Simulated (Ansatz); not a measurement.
**Hf2Si5: single-point calculation (part 2 of 2)**

Continued. System: Hf2Si5 (slab, 14 atoms in the cell). Method: DFT PBE, scalar-relativistic, plane waves, PAW, no spin polarisation (Ansatz 0.2.0); cutoff 420 eV, 10×10×1 k-mesh, Gaussian smearing of 0.1 eV. The structure derives from an entry of the Crystallography Open Database. It belongs to a series of runs on one base structure; here: (0 1 0) slab cut from the bulk.

Geometry of the input (Å; fractional positions):
```
3.6598  0.0000  0.0000
0.0000  3.6825  0.0000
0.0000  0.0000  29.6002
Si 0.2500  0.5000  0.2534
Si 0.7500  0.0000  0.2537
Hf 0.7500  0.5000  0.3248
Si 0.2500  0.0000  0.3500
Si 0.7500  0.0000  0.4035
Hf 0.2500  0.5000  0.4287
Si 0.2500  0.0000  0.4999
Si 0.7500  0.5000  0.5001
Hf 0.7500  0.0000  0.5713
Si 0.2500  0.5000  0.5965
Si 0.7500  0.5000  0.6500
Hf 0.2500  0.0000  0.6752
Si 0.2500  0.5000  0.7463
Si 0.7500  0.0000  0.7466
```

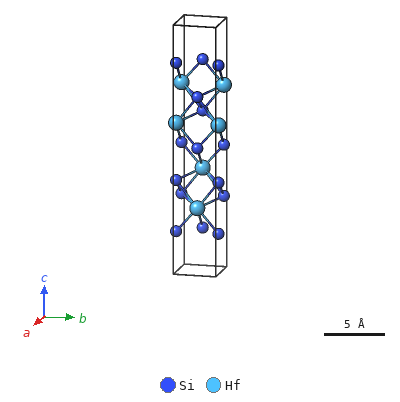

The structure as given in the input (ball-and-stick view of the cell of the calculation, with the vacuum cut short, seen slightly off an axis). An atom can appear more than once, as a periodic image.

### Output, continued
```
  k-point 0: bands = ["-55.8804", "-55.8804", "-55.7772", "-55.7772", "-24.6623", "-24.6548", "-24.5884", "-24.5876", "-24.5624", "-24.5617", "-24.5253", "-24.5234", "-24.4760", "-24.4760", "-24.4305", "-24.4305", "-6.4184", "-6.0445", "-5.8874", "-5.8869", "-5.8815", "-5.8814", "-5.8806", "-5.8806", "-5.8801", "-5.8761", "-5.8746", "-5.8719", "-5.8707", "-5.8702", "-5.8700", "-5.8596", "-5.7896", "-5.7770", "-5.7770", "-5.7716", "-5.7716", "-5.7709", "-5.7709", "-5.7595", "-5.7595", "-5.7593", "-5.7593", "-5.7544", "-5.7544", "-5.7519", "-5.3580", "-4.6343", "-4.3742", "-1.8941", "-1.1883", "1.3828", "2.3590", "2.4480", "3.0407", "3.0485", "3.0623", "3.0990", "3.3207", "3.5163", "3.5435", "3.5886", "3.7595", "3.7697", "4.3118", "4.3136", "4.3254", "4.3815", "4.4761", "4.6370", "6.0411", "6.0603", "6.3539", "7.4548", "7.5239", "7.7500", "7.7674", "7.7762", "8.1462", "8.2130", "8.2827", "8.5415", "8.5536", "8.5966", "8.6312", "8.8930", "9.1511"]
  k-point 1: bands = ["-55.8802", "-55.8801", "-55.7770", "-55.7770", "-24.6605", "-24.6534", "-24.6002", "-24.5995", "-24.5613", "-24.5606", "-24.5240", "-24.5222", "-24.4877", "-24.4877", "-24.4295", "-24.4295", "-6.3036", "-5.9746", "-5.8865", "-5.8859", "-5.8818", "-5.8815", "-5.8806", "-5.8804", "-5.8785", "-5.8778", "-5.8741", "-5.8715", "-5.8713", "-5.8705", "-5.8695", "-5.8437", "-5.7861", "-5.7783", "-5.7780", "-5.7713", "-5.7713", "-5.7703", "-5.7703", "-5.7609", "-5.7605", "-5.7600", "-5.7600", "-5.7537", "-5.7537", "-5.7262", "-5.2579", "-4.5430", "-4.3080", "-1.7695", "-1.0640", "1.3081", "1.6703", "2.2439", "2.5096", "2.5152", "3.0899", "3.1617", "3.1745", "3.2900", "3.3597", "3.5124", "3.5389", "4.0001", "4.3347", "4.3380", "4.3566", "4.3570", "4.7509", "5.1497", "6.4800", "6.5471", "6.7837", "7.0521", "7.2313", "7.3193", "7.3712", "7.5330", "7.9694", "8.0043", "8.1450", "8.2429", "8.5324", "8.6393", "8.9124", "9.2785", "9.2994"]
  k-point 2: bands = ["-55.8795", "-55.8794", "-55.7763", "-55.7763", "-24.6557", "-24.6503", "-24.6305", "-24.6304", "-24.5584", "-24.5578", "-24.5208", "-24.5196", "-24.5178", "-24.5176", "-24.4267", "-24.4267", "-5.9995", "-5.9036", "-5.8856", "-5.8847", "-5.8838", "-5.8838", "-5.8814", "-5.8802", "-5.8784", "-5.8779", "-5.8726", "-5.8719", "-5.8699", "-5.8686", "-5.8457", "-5.8014", "-5.7817", "-5.7814", "-5.7708", "-5.7706", "-5.7688", "-5.7688", "-5.7686", "-5.7642", "-5.7611", "-5.7611", "-5.7606", "-5.7516", "-5.7516", "-5.5255", "-4.9671", "-4.2745", "-4.1104", "-1.4114", "-0.7029", "0.3402", "1.0258", "1.2427", "1.2567", "1.6854", "2.8589", "3.0246", "3.1725", "3.1848", "3.5036", "3.5715", "3.5801", "4.0937", "4.5190", "4.5272", "4.5332", "4.5352", "4.9517", "5.8713", "6.3192", "6.4621", "6.5377", "6.7775", "6.8899", "7.0496", "7.0940", "7.5050", "7.5550", "7.6159", "8.1426", "8.1479", "8.3451", "9.3924", "9.4195", "9.4705", "9.4868"]
  k-point 35: bands = ["-55.8747", "-55.8747", "-55.7717", "-55.7717", "-24.6907", "-24.6907", "-24.6745", "-24.6745", "-24.6186", "-24.6186", "-24.5793", "-24.5793", "-24.5227", "-24.5227", "-24.5144", "-24.5144", "-5.8896", "-5.8896", "-5.8876", "-5.8876", "-5.8822", "-5.8822", "-5.8744", "-5.8744", "-5.8738", "-5.8738", "-5.8727", "-5.8727", "-5.8705", "-5.8704", "-5.7863", "-5.7863", "-5.7757", "-5.7757", "-5.7741", "-5.7741", "-5.7739", "-5.7739", "-5.7563", "-5.7563", "-5.7559", "-5.7559", "-5.7551", "-5.7551", "-2.6974", "-2.6974", "-2.6188", "-2.6188", "-1.3778", "-1.3778", "-0.4800", "-0.4800", "-0.4740", "-0.4740", "0.0592", "0.0592", "0.7787", "0.7787", "0.9395", "0.9395", "2.0525", "2.0525", "2.3737", "2.3737", "2.7048", "2.7048", "3.0156", "3.0156", "3.7329", "3.7329", "5.5762", "5.5762", "5.6030", "5.6030", "8.1046", "8.1046", "8.5037", "8.5037", "8.8964", "8.8964", "9.0896", "9.0896", "9.4314", "9.4314", "9.9454", "9.9454", "10.0292"]
```

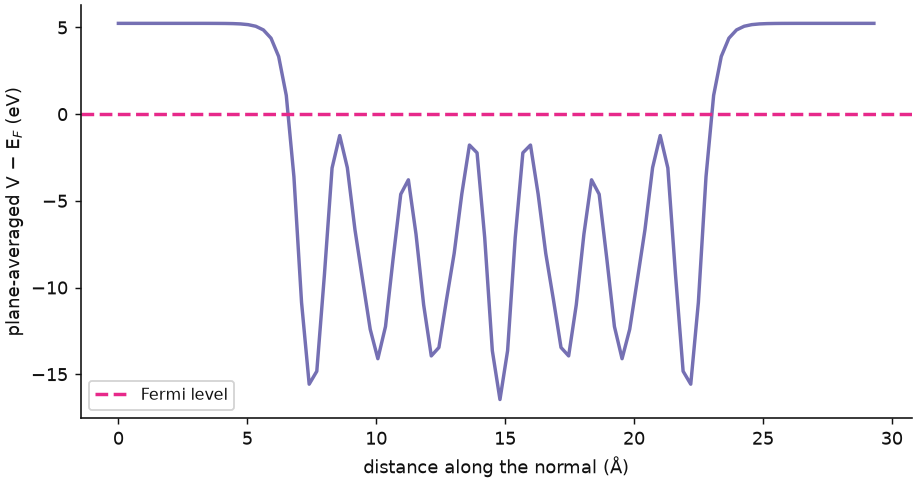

Plane average of the electrostatic potential energy of an electron across the cell, from the Fermi level. The vacuum level lies 5.24 eV above the Fermi level.

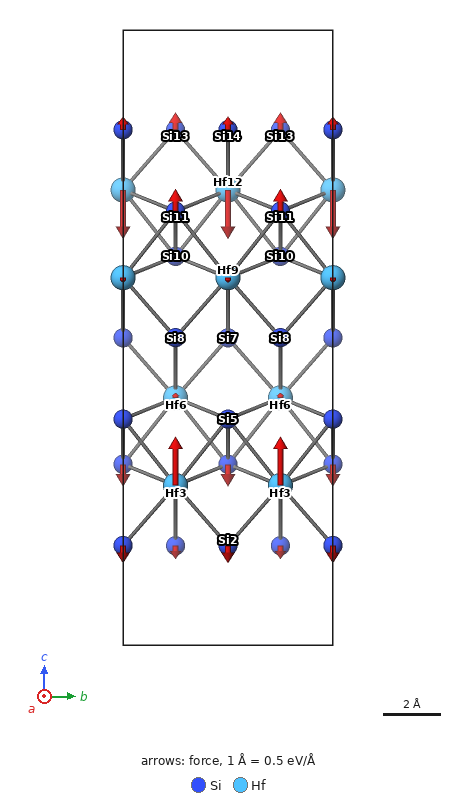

Forces on the atoms as red arrows (ball-and-stick view of the 1 × 2 repeat of the cell, with the vacuum cut short, along the a axis; atoms are numbered from 1 in the order of the input); the smallest are left out. The largest act on Hf3, Hf12 (0.86 eV/Å); Si4, Si11 (0.40 eV/Å); Si2, Si13 (0.31 eV/Å). The geometry is not a stationary point of this energy.

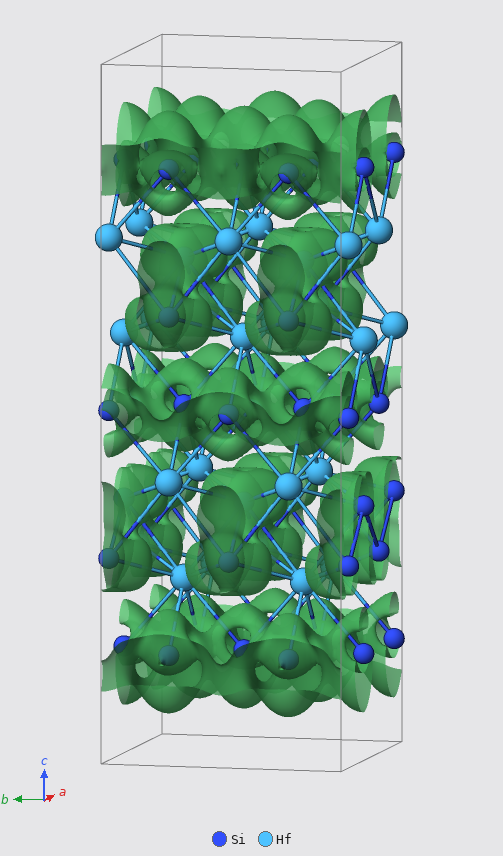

Isosurface of the electron localisation function at 0.65 (green), seen at an oblique angle. Only the valence region is drawn (cores and ρ < 0.01 e/Å³ removed). Sticks mark near contacts. Hf–Si (2.70 Å): the ELF is about 0.35 at the midpoint; no shared pair; the contact is polar. In a PAW calculation such maps are meaningful between the atoms, not at the nuclei.

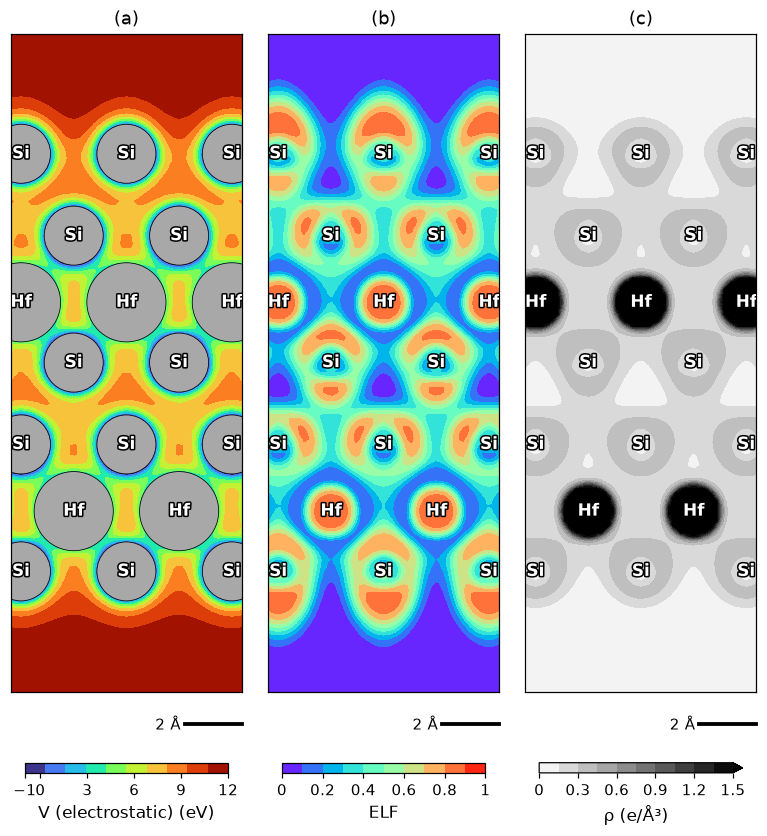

(a) electrostatic potential energy of an electron; (b) ELF; (c) valence charge density (pseudo) on the (100) plane of the calculation cell, a cut from vacuum to vacuum. Grey discs, where drawn, cover atomic cores. Hf–Si (2.80 Å): ρ is about 0.29 e/Å³ halfway; the ELF is about 0.40 at the midpoint (no shared pair; the contact is polar). Hf–Si (2.97 Å): ρ at the midpoint is about 0.22 e/Å³; the ELF is about 0.25 at the midpoint; no shared pair; the contact is polar. The density dies away to nearly zero in the vacuum. The strong features right at Hf lie inside the PAW spheres (semicore, d or f shells) and say nothing about bonding.

### Key numbers

| quantity | value |
| --- | --- |
| outcome | converged |
| electrons treated | 144 |
| free energy | −69247.3332 eV |
| work function, top face | 5.24 eV |
| work function, bottom face | 5.24 eV |
| Fermi energy | 5.977 eV |
| gap on the k-point mesh | none (metallic) |
| work function (upper face) | 5.24 eV |
| largest force (length of the vector) | 0.865 eV/Å |
| wall time | 3.6 min |
| peak memory | 1.1 GiB |

Warnings of the run: the exchange-correlation potential is rough where the density is thin. Spin–orbit coupling is left out, which matters for Hf.
